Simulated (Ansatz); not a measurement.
## Cd (Im-3m): the states at the Fermi level

Input file:

```yaml
crystal:
  lattice:
    - [-1.784322, 1.784322, 1.784322]
    - [1.784322, -1.784322, 1.784322]
    - [1.784322, 1.784322, -1.784322]
  atoms:
    - { symbol: Cd, position: [0.0, 0.0, 0.0] }
basis:
  ecutwfc: 420
kpoints:
  mp_grid: { grid: [16, 16, 16] }
hamiltonian:
  xc: pbe
  pseudopotentials: { kind: paw }
scf:
  occupations: { method: gaussian, width: 0.05 }
output:
  forces: true
  eigenvalues: true
  eigenstates:
    nscf_kmesh: { grid: [34, 34, 34] }
    top_band: c6
    de_dk: true
    localisation: false
  stress: true
checkpoint:
  write: ck
  compress: false
  write_wavefunctions: false
  write_every: 100000
```

Command:

```sh
ansatz run input.yaml --threads 1 --pin off --max-ram 3072MiB --backend cpu --events-out ev --progress --plain --runs-dir out
```

These are results of DFT PBE, scalar-relativistic, plane waves, PAW; levels and slopes on a dense k mesh at the converged density (Ansatz 0.2.0), not measurements. No spin polarisation. Mesh 34×34×34, interpolated with the band slopes. Unrelaxed database geometry. The cell comes from a database of computed structures, not from a measurement.

## 1. The sheets

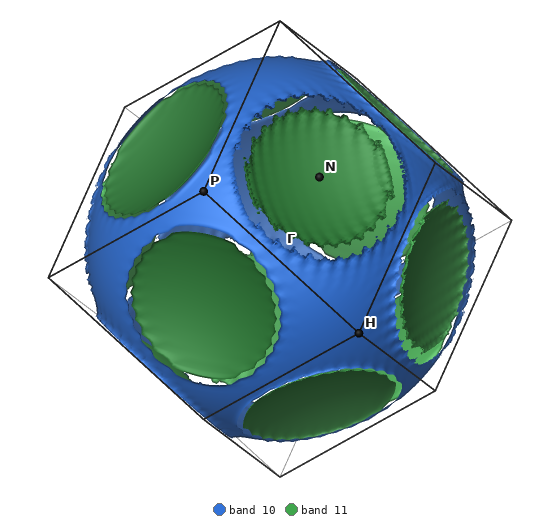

Computed Fermi surface of this crystal. Each colour is one band. The brighter face of a sheet looks towards empty states.

Describe the Fermi surface sheet by sheet.

Answer. Two bands cross the Fermi level; this is a three-dimensional metal.

Band 10: an open hole network that joins neighbouring zones in all directions (7.4 % of the zone).
Band 11: six electron pockets centred at N (each 1.2 % of the zone).
A pocket cut by a face of the zone is counted once with the part on the opposite face.

How large are the density of states and the plasma frequency?

Answer. The density of states at the Fermi level is 0.39 states/eV per primitive cell. The intraband plasma frequency is 9.8 eV in all directions.

## 2. Speeds

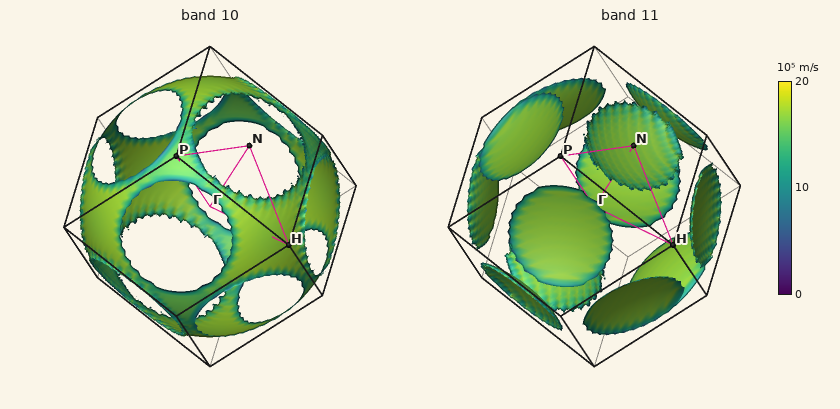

Fermi surface of this crystal, coloured by the Fermi speed.

How fast are the electrons on each sheet?

Answer. Band 10: 11 to 17 × 10⁵ m/s over most of the sheet, 15 × 10⁵ m/s on average over states. Band 11: 11 to 17 × 10⁵ m/s over most of the sheet, 15 × 10⁵ m/s on average over states.

Which of these bands adds most to the density of states at the Fermi level?

Answer. Band 11, with 0.22 of 0.39 states/eV per cell.

## 3. Cuts and bands

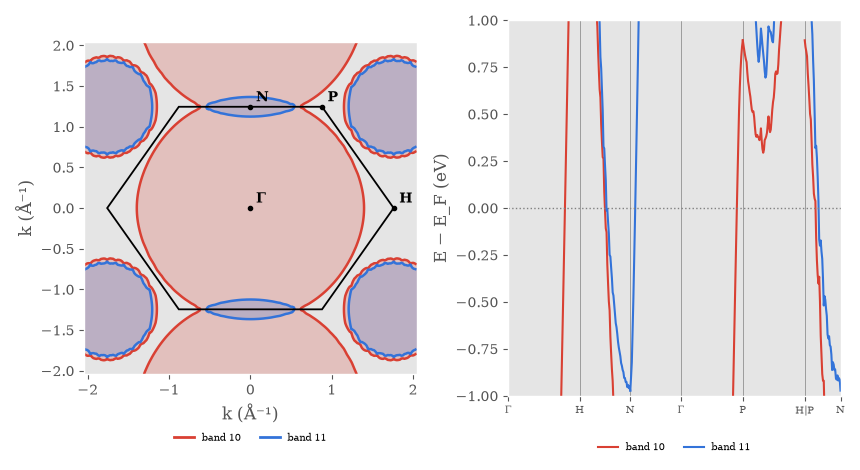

This crystal: cut through the Fermi surface in the plane through Γ, H and P, filled states shaded, and the bands that cross the Fermi level.

For each band, read its level at the labelled points (eV from the Fermi level).

Answer.
```tsv
band	Γ	H	N
band 10	below	above	below
band 11	above	above	−0.97
```

Negative values are filled states; "above" and "below" lie outside the plotted window.

Spin-orbit coupling is left out; with Cd it can split, shift or remove sheets. Necks and pockets thinner than about two mesh steps aren't resolved, so separate pockets may in truth be joined.

The run (self-consistency and the dense mesh) took 26 s on 1 thread of Arm Neoverse N1 (shared host), peak memory 0.42 GiB.
